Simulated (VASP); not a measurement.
# BP: cell size against the level of theory, part 3 of 3

Which functional gives the lattice of BP as experiment finds it, and is a dearer one worth its cost? LASPH is on for some levels and off for others; the table marks which. The start is a cell from a database of measured crystal structures.

VASP 6.6.1, plane waves and PAW; the level of theory is named at each step.

So far. Step 4 (Relaxation with r2SCAN): It ends at 11.63 Å³/atom, -0.4 % from the start, with 0.02 GPa left. The conventional cell has a = 4.532 Å. Step 5 (Relaxation with PBE + D3(BJ)): It ends at 11.43 Å³/atom, -2.2 % from the start, with 0.00 GPa left. The conventional cell has a = 4.505 Å. Against plain PBE, the dispersion term moves a by -0.9 %.

## 6. Relaxation with r2SCAN + rVV10

This step: r2SCAN with rVV10; plane waves and PAW (B, P) (VASP 6.6.1).

LUSE_VDW switches on a nonlocal correlation term for dispersion.

INCAR

```
SYSTEM = BP
PREC = Accurate
ENCUT = 520
EDIFF = 1E-06
NELM = 100
ISMEAR = -1
SIGMA = 0.05
LREAL = .FALSE.
ALGO = Normal
METAGGA = R2SCAN
LUSE_VDW = .TRUE.
IVDW_NL = 2
BPARAM = 11.95
CPARAM = 0.0093
LASPH = .TRUE.
NBANDS = 10
LORBIT = 11
LWAVE = .FALSE.
LCHARG = .FALSE.
KPAR = 2
IBRION = 2
NSW = 60
ISIF = 3
EDIFFG = -0.01
```

POSCAR

```
BP
1.0
    0.0000000000      2.2690000000      2.2690000000
    2.2690000000      0.0000000000      2.2690000000
    2.2690000000      2.2690000000      0.0000000000
B P
1 1
Direct
    0.0000000000      0.0000000000      0.0000000000
    0.2500000000      0.2500000000      0.2500000000
```

KPOINTS

```
Automatic mesh
0
Gamma
10 10 10
0 0 0
```

The projector-augmented-wave data sets are B and P (PBE family, release 64).

On the command line:

```sh
$ mpirun -np 2 vasp_std
```

The log of the run:

```text
[banner, memory and clock lines left out]
running    2 mpi-ranks, on    1 nodes
[...]
|                                                                             |
|               ----> ADVICE to this user running VASP <----                  |
|                                                                             |
|     You have switched on vdW-DFT.                                           |
|     This routine was written and supplied by Jiri Klimes. We recommend      |
|     that you carefully read and cite the following publications:            |
|       J. Klimes, D.R. Bowler, A. Michelides                                 |
|          J. Phys.: Cond Matt. 22 022201 (2010)                              |
|       J. Klimes, D.R. Bowler, A. Michelides                                 |
|          Phys. Rev. B. 83, 195131 (2011)                                    |
|     and references therein.                                                 |
|                                                                             |

[...]
DAV:   2    -0.172264012325E+02    0.72512E-04   -0.37868E-04  1090   0.124E-01    0.749E-02
Total rVV10 correction in eV:      0.0845736     8.9556507
Total rVV10 correction in eV:      0.0845736     8.9556507
DAV:   3    -0.172263603635E+02    0.40869E-04   -0.11842E-04  1048   0.607E-02    0.275E-02
Total rVV10 correction in eV:      0.0845980     8.9556507
Total rVV10 correction in eV:      0.0845980     8.9556507
DAV:   4    -0.172263581653E+02    0.21982E-05   -0.25403E-06  1092   0.115E-02    0.218E-02
Total rVV10 correction in eV:      0.0846414     8.9556507
Total rVV10 correction in eV:      0.0846414     8.9556507
DAV:   5    -0.172263558415E+02    0.23238E-05   -0.20996E-06  1028   0.109E-02    0.993E-03
Total rVV10 correction in eV:      0.0846419     8.9556507
Total rVV10 correction in eV:      0.0846419     8.9556507
DAV:   6    -0.172263555730E+02    0.26851E-06   -0.64370E-08   482   0.221E-03
Total rVV10 correction in eV:      0.0846433     8.9556507
Total rVV10 correction in eV:      0.0846433     8.9556507
Total rVV10 correction in eV:      0.0846432     8.9556507
Total rVV10 correction in eV:      0.0846432     8.9556507
   3 F= -.17226356E+02 E0= -.17226356E+02  d E =-.679531E-03
[...]
reached required accuracy - stopping structural energy minimisation
```

It took 59 s on 2 MPI ranks of Intel Xeon 6975P-C (Granite Rapids), shared host; peak memory 0.41 GiB.

OUTCAR, selected parts (step 6):

```text
  Total        0.0014112      0.0014112      0.0014112      0.0000000      0.0000000     -0.0000000
  in kB        0.0974936      0.0974936      0.0974936      0.0000000      0.0000000     -0.0000000
  external PRESSURE =       0.0974936 kB  Pullay stress =       0.0000000 kB

 POSITION                                       TOTAL-FORCE (eV/Angst)
 -----------------------------------------------------------------------------------
      0.00000      0.00000      0.00000        -0.000000     -0.000000     -0.000000
      1.13170      1.13170      1.13170         0.000000      0.000000      0.000000
 -----------------------------------------------------------------------------------
    total drift:                                0.000000      0.000000      0.000000

  FREE ENERGIE OF THE ION-ELECTRON SYSTEM (eV)
  ---------------------------------------------------
  free  energy   TOTEN  =       -17.2263555730 eV

  energy  without entropy=      -17.2263555624  energy(sigma->0) =      -17.22635557

[... 2 parts as in an earlier step ...]

[... 2 further parts left out ...]
[key lines of the parts left out:]
E-fermi :   8.1653
```

It ends at 11.60 Å³/atom, -0.7 % from the start, with 0.01 GPa left. The conventional cell has a = 4.527 Å. Against plain r2SCAN, the dispersion term moves a by -0.1 %.

## 7. Relaxation with AM05

This step: AM05; plane waves and PAW (B, P) (VASP 6.6.1).

AM05 is built from the electron gas and the surface model, and does well on lattice constants.

INCAR: that of step 6 with these lines changed.

```diff
@@ -9,8 +9,3 @@
 ALGO = Normal
-METAGGA = R2SCAN
-LUSE_VDW = .TRUE.
-IVDW_NL = 2
-BPARAM = 11.95
-CPARAM = 0.0093
-LASPH = .TRUE.
+GGA = AM
 NBANDS = 10
```

POSCAR is that of step 6.

KPOINTS is that of step 6.

On the command line:

```sh
$ mpirun -np 2 vasp_std
```

The log of the run:

```text
[banner, memory and clock lines left out]
running    2 mpi-ranks, on    1 nodes
[...]
[... a notice as in an earlier step ...]

 LDA part: xc-table for (Slater+PW92), standard interpolation
 POSCAR, INCAR and KPOINTS ok, starting setup
[...]
entering main loop
       N       E                     dE             d eps       ncg     rms          rms(c)
DAV:   1     0.935649560096E+01    0.93565E+01   -0.40222E+03   940   0.717E+02
DAV:   2    -0.134726876972E+02   -0.22829E+02   -0.21530E+02  1308   0.113E+02
DAV:   3    -0.140545889253E+02   -0.58190E+00   -0.58119E+00  1154   0.168E+01
DAV:   4    -0.140566066081E+02   -0.20177E-02   -0.20174E-02  1194   0.114E+00
[...]
DAV:  11    -0.133775139049E+02   -0.87810E-05   -0.87151E-06  1236   0.216E-02    0.186E-02
DAV:  12    -0.133775149265E+02   -0.10216E-05   -0.26228E-06  1064   0.105E-02    0.491E-03
DAV:  13    -0.133775149248E+02    0.17538E-08   -0.49613E-08   532   0.161E-03
   1 F= -.13377515E+02 E0= -.13377515E+02  d E =-.133775E+02
[...]
DAV:   4    -0.133783706961E+02    0.58039E-04   -0.68073E-05  1132   0.520E-02    0.566E-02
DAV:   5    -0.133783596698E+02    0.11026E-04   -0.20767E-05  1104   0.276E-02    0.267E-02
DAV:   6    -0.133783601307E+02   -0.46086E-06   -0.62180E-07   622   0.557E-03
   2 F= -.13378360E+02 E0= -.13378360E+02  d E =-.845206E-03
 trial-energy change:   -0.000845  1 .order   -0.000796   -0.006526    0.004934
 step:   0.5758(harm=  0.5694)  dis= 0.00000  next Energy=   -13.379403 (dE=-0.189E-02)
[...]
N       E                     dE             d eps       ncg     rms          rms(c)
DAV:   1    -0.133801943120E+02   -0.18346E-02   -0.24205E-02  1058   0.101E+00    0.192E-01
DAV:   2    -0.133795898568E+02    0.60446E-03   -0.12386E-03  1050   0.188E-01    0.107E-01
DAV:   3    -0.133794233048E+02    0.16655E-03   -0.35308E-04  1060   0.912E-02    0.276E-02
DAV:   4    -0.133794106611E+02    0.12644E-04   -0.12857E-05  1126   0.224E-02    0.227E-02
DAV:   5    -0.133794073747E+02    0.32864E-05   -0.35190E-06  1064   0.114E-02    0.111E-02
DAV:   6    -0.133794071394E+02    0.23533E-06   -0.10774E-07   486   0.230E-03
   3 F= -.13379407E+02 E0= -.13379407E+02  d E =-.189221E-02
[...]
reached required accuracy - stopping structural energy minimisation
```

The job ended after 8 s (2 MPI ranks; peak memory 0.26 GiB; 15 s of CPU time).

Parts of OUTCAR (step 7):

```text
  Total        0.0004008      0.0004008      0.0004008     -0.0000000      0.0000000     -0.0000000
  in kB        0.0278353      0.0278353      0.0278353     -0.0000000      0.0000000     -0.0000000
  external PRESSURE =       0.0278353 kB  Pullay stress =       0.0000000 kB

 POSITION                                       TOTAL-FORCE (eV/Angst)
 -----------------------------------------------------------------------------------
      0.00000     -0.00000      0.00000        -0.000000     -0.000000     -0.000000
      1.12977      1.12977      1.12977         0.000000      0.000000      0.000000
 -----------------------------------------------------------------------------------
    total drift:                                0.000000      0.000000      0.000000

  FREE ENERGIE OF THE ION-ELECTRON SYSTEM (eV)
  ---------------------------------------------------
  free  energy   TOTEN  =       -13.3794071394 eV

  energy  without entropy=      -13.3794069958  energy(sigma->0) =      -13.37940707

[... 2 parts as in an earlier step ...]

[... 2 further parts left out ...]
[key lines of the parts left out:]
E-fermi :   8.1368
```

It ends at 11.54 Å³/atom, -1.2 % from the start, with 0.00 GPa left. The conventional cell has a = 4.519 Å.

## 8. Relaxation with revPBE + D3(BJ)

This step: revPBE with D3(BJ); plane waves and PAW (B, P) (VASP 6.6.1).

revPBE by itself binds more weakly than PBE and expands cells; dispersion terms fitted to it are the larger for that.

INCAR: that of step 7 with these lines changed.

```diff
@@ -9,3 +9,4 @@
 ALGO = Normal
-GGA = AM
+GGA = RE
+IVDW = 12
 NBANDS = 10
```

POSCAR is that of step 7.

KPOINTS is that of step 7.

On the command line:

```sh
$ mpirun -np 2 vasp_std
```

The log of the run:

```text
[... set-up lines as in an earlier step ...]
 entering main loop
       N       E                     dE             d eps       ncg     rms          rms(c)
DAV:   1     0.104411224672E+02    0.10441E+02   -0.40233E+03   940   0.717E+02
DAV:   2    -0.124545233631E+02   -0.22896E+02   -0.21606E+02  1308   0.113E+02
DAV:   3    -0.130384300018E+02   -0.58391E+00   -0.58319E+00  1152   0.168E+01
DAV:   4    -0.130405152632E+02   -0.20853E-02   -0.20850E-02  1186   0.116E+00
[...]
DAV:  11    -0.123823687341E+02   -0.14202E-04   -0.18222E-05  1208   0.310E-02    0.256E-02
DAV:  12    -0.123823707865E+02   -0.20524E-05   -0.37799E-06  1082   0.131E-02    0.615E-03
DAV:  13    -0.123823707557E+02    0.30792E-07   -0.55792E-08   542   0.181E-03
   1 F= -.13686674E+02 E0= -.13686674E+02  d E =-.136867E+02
[...]
N       E                     dE             d eps       ncg     rms          rms(c)
DAV:   1    -0.123366298722E+02    0.45741E-01   -0.12471E+00  1052   0.744E+00    0.150E+00
[...]
DAV:   7    -0.122995079865E+02   -0.12301E-05   -0.75933E-07   568   0.529E-03    0.162E-03
DAV:   8    -0.122995077717E+02    0.21486E-06   -0.79302E-08   482   0.237E-03
   2 F= -.13694401E+02 E0= -.13694401E+02  d E =-.772768E-02
 trial-energy change:   -0.007728  1 .order   -0.006528   -0.059552    0.046496
 step:   0.5781(harm=  0.5616)  dis= 0.00000  next Energy=   -13.704119 (dE=-0.174E-01)
[...]
N       E                     dE             d eps       ncg     rms          rms(c)
DAV:   1    -0.123551239600E+02   -0.55616E-01   -0.21760E-01  1052   0.304E+00    0.617E-01
DAV:   2    -0.123500567051E+02    0.50673E-02   -0.98317E-03  1050   0.545E-01    0.350E-01
DAV:   3    -0.123485817892E+02    0.14749E-02   -0.32418E-03  1040   0.274E-01    0.979E-02
DAV:   4    -0.123484908677E+02    0.90922E-04   -0.95786E-05  1106   0.633E-02    0.777E-02
DAV:   5    -0.123484604085E+02    0.30459E-04   -0.39185E-05  1084   0.387E-02    0.371E-02
DAV:   6    -0.123484593011E+02    0.11074E-05   -0.13081E-06   950   0.834E-03    0.680E-03
DAV:   7    -0.123484589785E+02    0.32257E-06   -0.13485E-07   474   0.221E-03
   3 F= -.13704256E+02 E0= -.13704256E+02  d E =-.175820E-01
[...]
reached required accuracy - stopping structural energy minimisation
```

Wall time 6.8 s (2 MPI ranks); peak memory 0.28 GiB; 12 s of CPU time.

From OUTCAR (step 8):

```text
 Edisp (eV)   -1.39489

 Edisp (eV)   -1.35580

  Total      -0.00084    -0.00084    -0.00084     0.00000    -0.00000     0.00000
  in kB      -0.05961    -0.05961    -0.05961     0.00000    -0.00000     0.00000
  external pressure =       -0.06 kB  Pullay stress =        0.00 kB

 POSITION                                       TOTAL-FORCE (eV/Angst)
 -----------------------------------------------------------------------------------
     -0.00000      0.00000      0.00000         0.000000      0.000000      0.000000
      1.12015      1.12015      1.12015        -0.000000     -0.000000     -0.000000
 -----------------------------------------------------------------------------------
    total drift:                                0.000000      0.000000      0.000000

  FREE ENERGIE OF THE ION-ELECTRON SYSTEM (eV)
  ---------------------------------------------------
  free  energy   TOTEN  =       -13.7042555887 eV

  energy  without entropy=      -13.7042555045  energy(sigma->0) =      -13.70425555

[... 2 parts as in an earlier step ...]

[... 2 further parts left out ...]
[key lines of the parts left out:]
E-fermi :   8.5322
```

It ends at 11.24 Å³/atom, -3.7 % from the start, with -0.01 GPa left. The conventional cell has a = 4.481 Å.

## 9. Relaxation with BLYP + D3(BJ)

This step: BLYP with D3(BJ); plane waves and PAW (B, P) (VASP 6.6.1).

BLYP comes from molecular chemistry and underbinds dense solids.

INCAR: that of step 8 with these lines changed.

```diff
@@ -9,4 +9,12 @@
 ALGO = Normal
-GGA = RE
+GGA = B5
+ALDAX = 1
+AGGAX = 1
+AGGAC = 1
+ALDAC = 0
 IVDW = 12
+VDW_S6 = 1
+VDW_S8 = 2.6996
+VDW_A1 = 0.4298
+VDW_A2 = 4.2359
 NBANDS = 10
```

POSCAR is that of step 8.

KPOINTS is that of step 8.

On the command line:

```sh
$ mpirun -np 2 vasp_std
```

The log of the run:

```text
[banner, memory and clock lines left out]
running    2 mpi-ranks, on    1 nodes
[...]
[... a notice as in an earlier step ...]

 LDA part: xc-table for (Slater(with rela. corr.)+VWN5), standard interpolation
 POSCAR, INCAR and KPOINTS ok, starting setup
[...]
entering main loop
       N       E                     dE             d eps       ncg     rms          rms(c)
DAV:   1     0.118382865721E+02    0.11838E+02   -0.40262E+03   940   0.716E+02
DAV:   2    -0.116987950568E+02   -0.23537E+02   -0.22237E+02  1314   0.114E+02
DAV:   3    -0.123115197241E+02   -0.61272E+00   -0.61197E+00  1154   0.174E+01
DAV:   4    -0.123138470113E+02   -0.23273E-02   -0.23270E-02  1186   0.126E+00
[...]
DAV:  10    -0.115642028470E+02   -0.10955E-03   -0.32636E-04  1110   0.134E-01    0.401E-02
DAV:  11    -0.115642052991E+02   -0.24522E-05   -0.47326E-06  1154   0.184E-02    0.356E-02
DAV:  12    -0.115642058653E+02   -0.56615E-06   -0.31732E-06  1008   0.101E-02
   1 F= -.12935614E+02 E0= -.12935614E+02  d E =-.129356E+02
[...]
DAV:   4    -0.115134226220E+02    0.18604E-03   -0.23689E-04  1114   0.987E-02    0.836E-02
DAV:   5    -0.115133948045E+02    0.27818E-04   -0.52396E-05  1100   0.478E-02    0.422E-02
DAV:   6    -0.115133957286E+02   -0.92412E-06   -0.21919E-06  1018   0.110E-02
   2 F= -.12938608E+02 E0= -.12938608E+02  d E =-.299380E-02
 trial-energy change:   -0.002994  1 .order   -0.002767   -0.019997    0.014463
 step:   0.5899(harm=  0.5803)  dis= 0.00000  next Energy=   -12.941558 (dE=-0.594E-02)
[...]
N       E                     dE             d eps       ncg     rms          rms(c)
DAV:   1    -0.115408686881E+02   -0.27474E-01   -0.69470E-02  1054   0.174E+00    0.315E-01
DAV:   2    -0.115392345652E+02    0.16341E-02   -0.33823E-03  1060   0.317E-01    0.168E-01
DAV:   3    -0.115387746489E+02    0.45992E-03   -0.98239E-04  1052   0.154E-01    0.434E-02
DAV:   4    -0.115387373612E+02    0.37288E-04   -0.43724E-05  1102   0.419E-02    0.309E-02
DAV:   5    -0.115387308335E+02    0.65277E-05   -0.79037E-06  1124   0.186E-02    0.167E-02
DAV:   6    -0.115387304098E+02    0.42371E-06   -0.33898E-07   492   0.432E-03
   3 F= -.12941577E+02 E0= -.12941577E+02  d E =-.596301E-02
[...]
reached required accuracy - stopping structural energy minimisation
```

The job ended after 12 s (2 MPI ranks; peak memory 0.28 GiB; 22 s of CPU time).

Parts of OUTCAR (step 9):

```text
 Edisp (eV)   -1.42521

 Edisp (eV)   -1.40285

  Total      -0.00041    -0.00041    -0.00041     0.00000    -0.00000     0.00000
  in kB      -0.02907    -0.02907    -0.02907     0.00000    -0.00000     0.00000
  external pressure =       -0.03 kB  Pullay stress =        0.00 kB

 POSITION                                       TOTAL-FORCE (eV/Angst)
 -----------------------------------------------------------------------------------
      0.00000      0.00000      0.00000         0.000000      0.000000      0.000000
      1.12601      1.12601      1.12601        -0.000000     -0.000000     -0.000000
 -----------------------------------------------------------------------------------
    total drift:                               -0.000000     -0.000000      0.000000

  FREE ENERGIE OF THE ION-ELECTRON SYSTEM (eV)
  ---------------------------------------------------
  free  energy   TOTEN  =       -12.9415768572 eV

  energy  without entropy=      -12.9415768532  energy(sigma->0) =      -12.94157686

[... 2 parts as in an earlier step ...]

[... 2 further parts left out ...]
[key lines of the parts left out:]
E-fermi :   8.7870
```

It ends at 11.42 Å³/atom, -2.2 % from the start, with 0.00 GPa left. The conventional cell has a = 4.504 Å.

## 10. The cells as a table

This step: relaxed cells at several levels; plane waves and PAW (VASP 6.6.1).

This step runs nothing: it gathers the runs above.

Lengths are those of the conventional cell; cost is the wall time of each run, as given at its step, times its ranks, without the set-up around it; LASPH differs between rows, which moves results and costs too. Results by level, by row:

```
          level  volume (Å³/atom)  change from the start (%)  a (Å)  cost (core minutes)  LASPH
            LDA             11.38                       -2.6  4.499                  0.2    off
            PBE             11.75                        0.5  4.546                 0.18    off
         r2SCAN             11.63                       -0.4  4.532                0.573     on
   PBE + D3(BJ)             11.43                       -2.2  4.505                 0.18    off
 r2SCAN + rVV10              11.6                       -0.7  4.527                 1.97     on
           AM05             11.54                       -1.2  4.519                0.267    off
revPBE + D3(BJ)             11.24                       -3.7  4.481                0.227    off
  BLYP + D3(BJ)             11.42                       -2.2  4.504                0.393    off
```

## 11. What came out

| Quantity | Value |
| --- | --- |
| volume, LDA | 11.38 Å³/atom |
| volume, PBE | 11.75 Å³/atom |
| volume, r2SCAN | 11.63 Å³/atom |
| volume, PBE + D3(BJ) | 11.43 Å³/atom |
| volume, r2SCAN + rVV10 | 11.60 Å³/atom |
| volume, AM05 | 11.54 Å³/atom |
| volume, revPBE + D3(BJ) | 11.24 Å³/atom |
| volume, BLYP + D3(BJ) | 11.42 Å³/atom |

What this shows: For BP the levels give volumes between 11.24 Å³/atom (revPBE + D3(BJ)) and 11.75 Å³/atom (PBE), a spread of 4.5 %, while the cost of the finished runs spans a factor of 11. Within 1 % of experiment on every length: LDA, PBE, r2SCAN, PBE + D3(BJ), r2SCAN + rVV10, AM05 and BLYP + D3(BJ). The nearest, r2SCAN, took 3.2 times the core time of PBE and lowers the largest miss from 0.18 to 0.14 %. Thermal and zero-point expansion, often some tenths of a per cent in length, bear on this order: with the measured lengths lowered by an assumed 0.4 % the nearest becomes AM05. The costs hold the number of ionic steps as well as the price of the functional. The closing table has room for seven levels; BLYP + D3(BJ) stands in the table of levels alone. Adding D3(BJ) to PBE changes the volume by -2.7 % (a by -0.9 %). Adding rVV10 to r2SCAN changes the volume by -0.3 % (a by -0.1 %). Within 0.02 Å all end in space group F-43m; the runs can't lower the symmetry of the start. LASPH is on for some levels and off for others, so differences between them are not the functional's alone. Each is a single relaxation on the plane waves of the start cell, so larger changes of volume carry a basis-set error that was not tested here.

Computed beside measured:

| quantity | measured | LDA | PBE | r2SCAN | PBE + D3(BJ) | r2SCAN + rVV10 | AM05 | revPBE + D3(BJ) |
| --- | --- | --- | --- | --- | --- | --- | --- | --- |
| lattice constant a (Å) | 4.5383 | 4.499 (-0.9 %) | 4.546 (+0.2 %) | 4.532 (-0.1 %) | 4.505 (-0.7 %) | 4.527 (-0.3 %) | 4.519 (-0.4 %) | 4.481 (-1.3 %) |

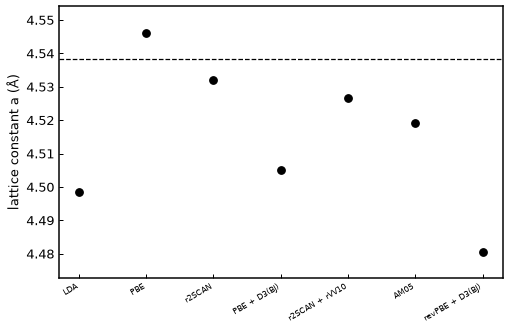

The lattice constant a by level; the dashed line is the measured value.

Measured values from arxiv:1906.04101 (2019).

Verdict: For the lattice constant a, of the levels listed nearest comes r2SCAN (-0.1 %, good agreement) and farthest revPBE + D3(BJ) (-1.3 %, fair agreement). The grades are ours: good and fair within 0.7 and 1.5 % for the lattice constant a. Zero-point motion and thermal expansion (measured at up to 100 K) are not in the computed lattice constants.

[Lines on the potential files, build, host, timing and source positions are cut from VASP's logs without a mark.]

[Logs are printed without paths, hosts, clocks, repeated set-up lines and the standing remarks that a program may print on its own settings, such as how far it seeks lower states.]

[Hosts, paths, dates, database ids (printed as entryN), source tags and the programs' standing remarks are cut or masked in the printed files.]

[A measured line is paired with the nearest computed mode of its activity, which favours agreement.]
